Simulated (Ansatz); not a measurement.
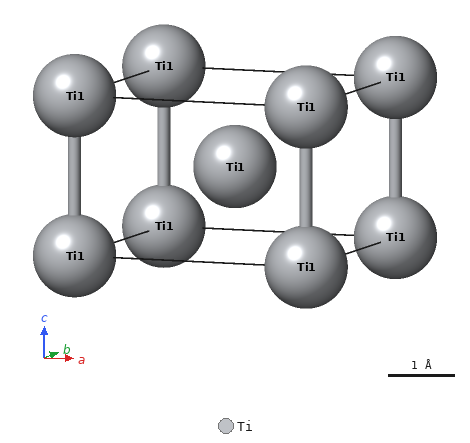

Fig. 1: The input geometry of run 1 (ball-and-stick view of the cell 2 times as large as that of the calculation, set on its symmetry axes, seen slightly off an axis; atoms are numbered from 1 in the order of the input). Near neighbours in the crystal (not all of them lie inside the picture): Ti has 2 Ti at 2.46 Å.

## Ti: a failed or faulty run and its cure

System: Ti (1 atom in the cell).
Method of run 1: DFT, LDA, plane waves, PAW, no spin polarisation (Ansatz 0.2.0).

The structure derives from an entry of the Crystallography Open Database. The run did not end well. Text and figures count atoms from 1; the logs count them from 0 in places.

### The input, run 1
```yaml
crystal:
  lattice:
    - [-1.8943961198, 1.8943961198, 1.2313574779]
    - [1.8943961198, -1.8943961198, 1.2313574779]
    - [1.8943961198, 1.8943961198, -1.2313574779]
  atoms:
    - { symbol: Ti, position: [0.0, 0.0, 0.0] }
basis:
  ecutwfc: 420
kpoints:
  mp_grid: { grid: [22, 22, 22] }
hamiltonian:
  xc: lda
scf:
  occupations: { method: gaussian, width: 0.15 }
  max_iter: 2
output:
  forces: true
  eigenvalues: true
  stress: true
```

Launched with:
```bash
ansatz run input.yaml --threads 1 --pin off --max-ram 2560MiB --backend cpu --events-out ev --progress --plain --runs-dir out
```

Hardware: 1 thread of Intel Xeon (Sapphire Rapids), 192 GiB of memory available, shared host.

### Output (run 1)
```
Engine: ansatz 0.2.0, x86_64-unknown-linux-gnu
Pseudopotentials: kind: paw
Pseudopotential: Ti, paw, valence charge 12, recommended cutoff 420 eV (normal), Ti.paw.azcp
Functional definition: SPW92
  exchange = slater_x
  correlation = pw_c
Crystal: 1 atoms, lattice volume = 17.676 Å³
Basis set: ecut = 420 eV, 353 PW (Γ)
Bands: 10, of which v1, the nominal top of the filled ones, is band 6 counted from 1 (5 counted from 0)
Symmetry: 16 space group operations
Space group: I4/mmm (ITA 139), of the structure as read, at distance tolerance 2.6e-5 Å
k-points: 834 of 10648
Non-local potential: Ti, projectors of the file, l = 0: 3, l = 1: 2, l = 2: 3, l = 3: 1
PAW form: soft (Blöchl's): semilocal exchange-correlation on the pseudo side does not see the compensation charge
PAW frozen core: Ti, regenerated for the run's functional, and the local potential with it (the file was generated under x = pbe(κ = 0.804, μ = 0.2195149727645171), c = pbe(β = 0.06672455060314922))
PAW one-centre angular grid: Ti, 590 points (default); XC on 64 Gauss nodes
Initial density: superposition of atomic densities (neutral atoms: chi_scale 0, normalization atom), corrected by the library's trained network
Initial wavefunctions: pseudopotential atomic-orbital guess
Functional: x = slater, c = lda
SCF iter   1: F=—  HF=-2449.996430 eV  |F-HF|=—  |Δ(HF+E_count)|=         —  Δρ=8.75e-3  dr2=5.77e-3  ethr=1.77e-3  ⟨swp⟩=3.0  Hψ=85220  notcnv=0
preconditioner: auto → none  [metal: Δε(μ)=0.003 eV  Ē_g=4.236 eV  σ=0.150 eV  W_gap=0.01  n_scr=4 (ndim 8)  ℏωp=17.7 eV  f_vac=0.000  D(μ)=1.00/eV (n_scr^D=12)  sad-step TF]
SCF iter   2: F=—  HF=-2449.995746 eV  |F-HF|=—  |Δ(HF+E_count)|=   6.84e-4  Δρ=4.63e-3  dr2=1.91e-3  ethr=4.81e-5  ⟨swp⟩=2.4  Hψ=43825  notcnv=0
Error: did not converge after 2 iterations: dr2 = 1.91e-3 (threshold 1.00e-7), under the density mixer `msr1`, which `scf.mixing.algorithm: auto` chose by the deck's other keys (type `scf.mixing.algorithm: msr1` to keep it); raise `scf.max_iter`, which need not help a stalled SCF, or adjust the mixing (`scf.mixing`) or, under a smearing, its width (`scf.occupations.width`, in either direction: another width is another result); this SCF holds its density and magnetisation to the symmetry operations that it keeps, and cannot end on a state that breaks one of them: if the state sought breaks one, re-run with `crystal.symmetry.detect: false`, without `crystal.symmetry.time_reversal: true`, on a non-collinear deck whose state breaks time reversal, with `crystal.symmetry.time_reversal: false` beside it (there exact exchange or a DFT+U term alone can polarise the run; a magnetic state wants starting moments), where the deck allows it (that run may end on another state, and need not converge either) — the other mixer that `auto` picks from is left to try (`scf.mixing.algorithm: broyden`); it can need more iterations, either can converge an SCF that the other leaves open, and the two can end on different states; the input reference at `scf.mixing.algorithm` says more, and from which start to try it
```

### What went wrong, and how is the input to be mended?

A setting was made wrong on purpose: too few SCF iterations. The cap is below what the field needs. The run did not converge: “did not converge after 2 iterations: dr2 = 1.91e-3 (threshold 1.00e-7), under the density mixer `msr1`, which `scf.mixing.algorithm: auto` chose by the deck's other keys (type `scf.mixing.algorithm: msr1` to keep it) …” Its last values are not results.

A run of the same system that converges differs from this input as follows (lines with − go, lines with + come):
```diff
-  max_iter: 2
```

### Output, shortened to warnings, some set-up lines, iterations and results (run 2)
```
Basis set: ecut = 420 eV, 353 PW (Γ)
Symmetry: 16 space group operations
k-points: 834 of 10648
Initial density: superposition of atomic densities (neutral atoms: chi_scale 0, normalization atom), corrected by the library's trained network
[...]
SCF iter   1: F=—  HF=-2449.996686 eV  |F-HF|=—  |Δ(HF+E_count)|=         —  Δρ=8.75e-3  dr2=5.77e-3  ethr=1.77e-3  ⟨swp⟩=4.6  Hψ=45430  notcnv=0
SCF iter   2: F=—  HF=-2449.995743 eV  |F-HF|=—  |Δ(HF+E_count)|=   9.43e-4  Δρ=4.64e-3  dr2=1.90e-3  ethr=4.81e-5  ⟨swp⟩=1.0  Hψ=15012  notcnv=0
SCF iter   3: F=—  HF=-2449.995717 eV  |F-HF|=—  |Δ(HF+E_count)|=   2.61e-5  Δρ=1.80e-3  dr2=4.79e-4  ethr=1.58e-5  ⟨swp⟩=2.0  Hψ=9664  notcnv=0
SCF iter   4: F=—  HF=-2449.995564 eV  |F-HF|=—  |Δ(HF+E_count)|=   1.53e-4  Δρ=2.52e-4  dr2=8.27e-6  ethr=3.99e-6  ⟨swp⟩=3.0  Hψ=13854  notcnv=0
SCF iter   5: F=—  HF=-2449.995562 eV  |F-HF|=—  |Δ(HF+E_count)|=   2.65e-6  Δρ=6.23e-5  dr2=2.56e-7  ethr=6.89e-8  ⟨swp⟩=2.8  Hψ=13441  notcnv=0
SCF iter   6: F=-2449.995562 eV  HF=-2449.995562 eV  |F-HF|=1.69e-10  |Δ(HF+E_count)|=   3.23e-8  Δρ=5.80e-6  dr2=2.15e-9  ethr=8.33e-10  ⟨swp⟩=4.9  Hψ=35193  notcnv=0
SCF 1 converged in 6 iterations: F = -2449.995562 eV  dr2 = 2.15e-9
SCF converged after 6 iterations
Free energy (F): -2449.995562 eV
Harris-Foulkes:  -2449.995562 eV  (|F-HF|=1.69e-10)
Internal energy: -2449.984109 eV  (E = F + TS)
E sigma→0 (E₀):  -2449.989836 eV
Entropy (-TS):   -0.011452 eV (-11.452 meV/atom)
Fermi energy:    12.480162 eV
--- Per-component energies (eV) ---
  E_band       = -160.962454
  E_kinetic    = 273.679733
  E_local      = -861.790962  (includes V_loc(G=0)·N_el)
  E_nonlocal   = 13.402133
  E_hartree    = 354.137314
  E_xc         = -96.498575
  E_vxc        = -121.435904  (∫ρ·V_xc dr)
  E_paw        = -999.853216  (= ΣΔE_a)
  E_vpaw       = -173.091932  (= ΣTr[D̂ρ^β])
  E_aug_tail   = 0.000094  (compensation charges beyond the density's cutoff)
  E_ewald      = -1133.386581
  E_core_change = 0.325950  (= ΣΔE_core)
  E_smearing   = -0.011452  (= −TS)
  E_closure    = 0.000000  (closes the sum)
  Σ components = -2449.995562   (vs F -2449.995562, Δ=0.00e0)
--- Forces (eV/Å), atoms counted from 1 ---
  atom   1  Ti     0.00000000    -0.00000000     0.00000000
  max |Σ_I F_I| component: 1.69e-32 eV/Å
--- Stress (GPa, compression-positive) ---
      -14.854757      -0.000000       0.000000
       -0.000000     -14.854757       0.000000
        0.000000       0.000000       2.273402
  P = ⅓ Tr σ = -9.1454 GPa (-91.454 kbar)
```

### The two runs side by side

```csv
quantity,run 1,run 2
outcome,not converged,converged
free energy per atom (eV),–,−2449.9956
gap on the mesh (eV),–,0.00
pressure (GPa),–,−9.15
volume per atom (Å³),–,17.68
largest force (eV/Å),–,0.000
SCF iterations,–,6
irreducible k-points,–,834
plane waves at Γ,–,353
wall time (shared host),4.4 s,7.2 s
```
